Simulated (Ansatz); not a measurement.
```
CELL_PARAMETERS angstrom
3.20444 0.00000 0.00000
-1.60222 2.77513 0.00000
0.00000 0.00000 7.69941
ATOMIC_POSITIONS crystal
Co 0.66667 0.33333 0.33231
Co 0.33333 0.66667 0.66564
Co 0.00000 0.00000 0.99898
O 0.66667 0.33333 0.08435
O 0.33333 0.66667 0.41769
O 0.00000 0.00000 0.75102
```

Space group R3m; a structure from a database of computed crystals, not necessarily the ambient phase; not relaxed (largest force 0.3 eV/Å); computed pressure about 2 GPa in this cell; spin-polarised.

Computed with Kohn-Sham DFT of a periodic cell, PBE, Ansatz PAW in Ansatz 0.2.0.

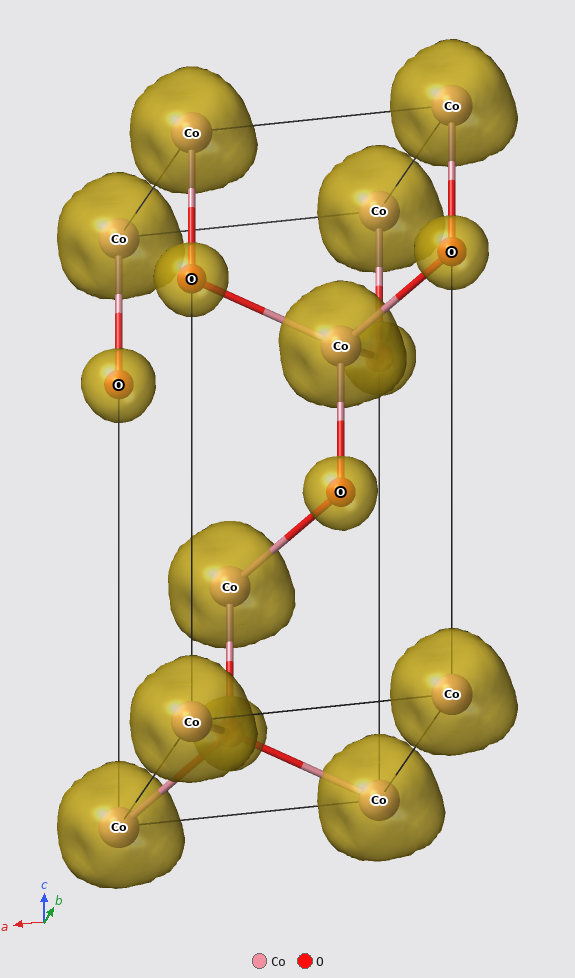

CoO. Isosurface of the spin density (up minus down) at +0.3 e/Å³ (yellow), seen at an oblique angle. Sticks mark near contacts.

In a PAW calculation such maps are meaningful between the atoms, not at the nuclei.

Where is the spin, and how is it ordered?

Answer. The spin density sits on Co: +2.4 μB (×3) in one cell of 6 atoms, with smaller moments on other sites: O (up to +0.36 μB): parallel main moments (a ferromagnetic arrangement) in this solution. The cell of the calculation (2 atoms) carries 3.0 μB of net spin moment.
